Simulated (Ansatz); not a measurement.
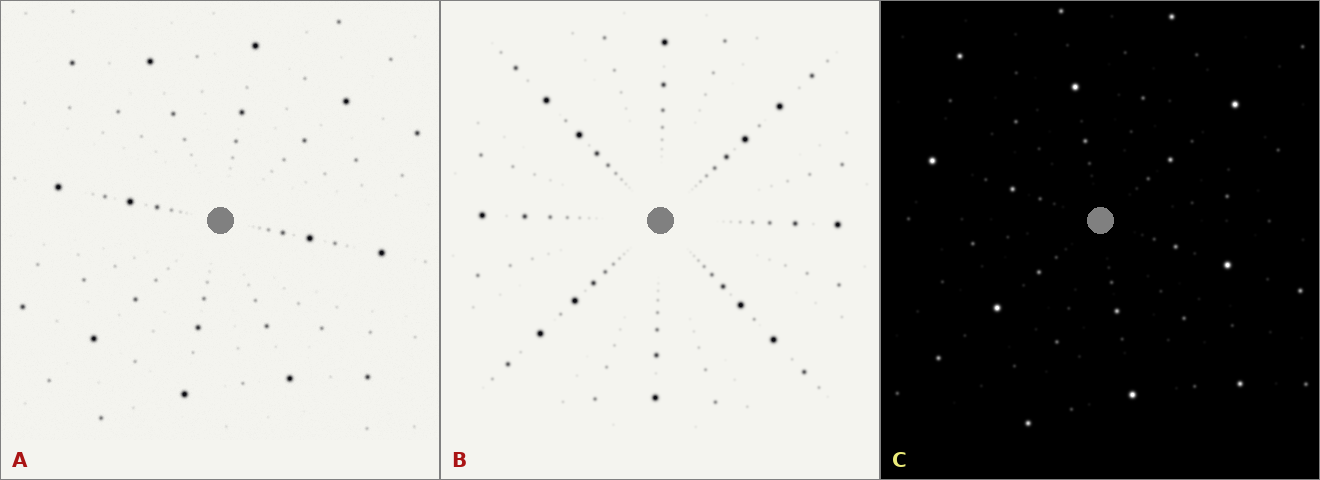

Simulated back-reflection Laue patterns (white X-rays, 0.45 to 2.2 Å, flat plate covering ±45° about the beam, kinematic intensities, seen from the source). Crystal: Rh, space group Pm-3m (No. 221), a = 2.536 Å. Structure: coordinates from a relaxation with DFT PBE, scalar-relativistic, plane waves, PAW in Ansatz 0.2.0; the starting structure was generated, so it need not be a known form of this composition.

The directions [001], [110], [111] point towards the source, in some order. Which is which?

A: [110], symmetry 2mm (a twofold axis with two mirror lines). B: [001], symmetry 4mm (a fourfold axis with mirror lines). C: [111], symmetry 3m (a threefold axis with three mirror lines). The Laue class is m-3m.
